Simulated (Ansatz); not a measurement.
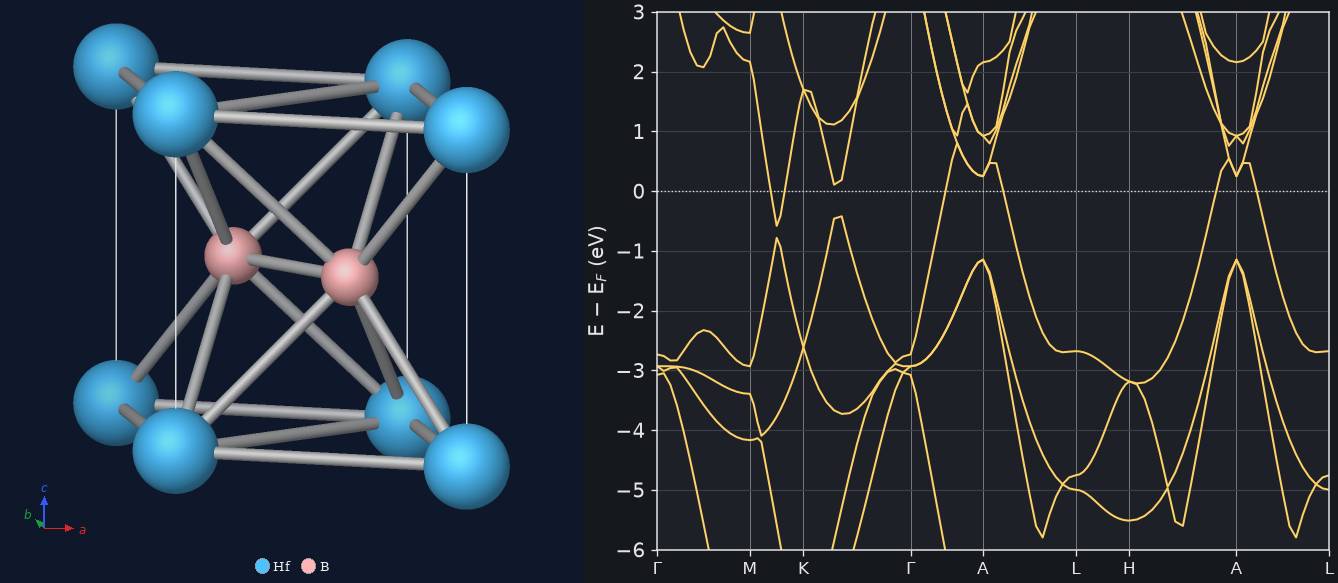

Band structure, beside the structure. Energies are counted from the Fermi level. The path runs straight from each named point to the next.

This input was run:

```
crystal:
  lattice:
    - [3.1400001005, 0.0, 0.0]
    - [-1.5700000503, 2.7193198549, 0.0]
    - [0.0, 0.0, 3.48]
  atoms:
    - { symbol: Hf, position: [0.0, 0.0, 0.0] }
    - { symbol: B, position: [0.3333333333, 0.6666666667, 0.5] }
    - { symbol: B, position: [0.6666666667, 0.3333333333, 0.5] }
kpoints:
  mp_grid: { grid: [15, 15, 12] }
  band_path:
    path:
      - [0.0, 0.0, 0.0]
      - [0.5, 0.0, 0.0]
      - [0.3333333333, 0.3333333333, 0.0]
      - [0.0, 0.0, 0.0]
      - [0.0, 0.0, 0.5]
      - [0.5, 0.0, 0.5]
      - [0.3333333333, 0.3333333333, 0.5]
      - [0.0, 0.0, 0.5]
      - [0.5, 0.0, 0.5]
    npoints: 14
scf:
  occupations: { method: fermi_dirac, width: 0.03 }
hamiltonian:
  xc: pbesol
  pseudopotentials: { kind: all_electron, lapw: { basis_error: 0.001 } }
output:
  forces: true
  stress: true
  eigenvalues: true
  populations: true
  dos: { projected: true, de: 0.2, e_range: [-14, 8] }
```

Launched with:
```bash
ansatz run input.yaml --threads 1 --pin off --max-ram 4096MiB --backend cpu --events-out ev --progress --plain --runs-dir out
```

**Is there a gap at the Fermi level?**

A metal: 2 bands cross the Fermi level along this path.

**Which levels at M lie nearest to the Fermi level?**

At M the nearest levels lie 2.93 eV below and 2.16 eV above the Fermi level.

Spin-orbit coupling is left out, which matters for Hf.
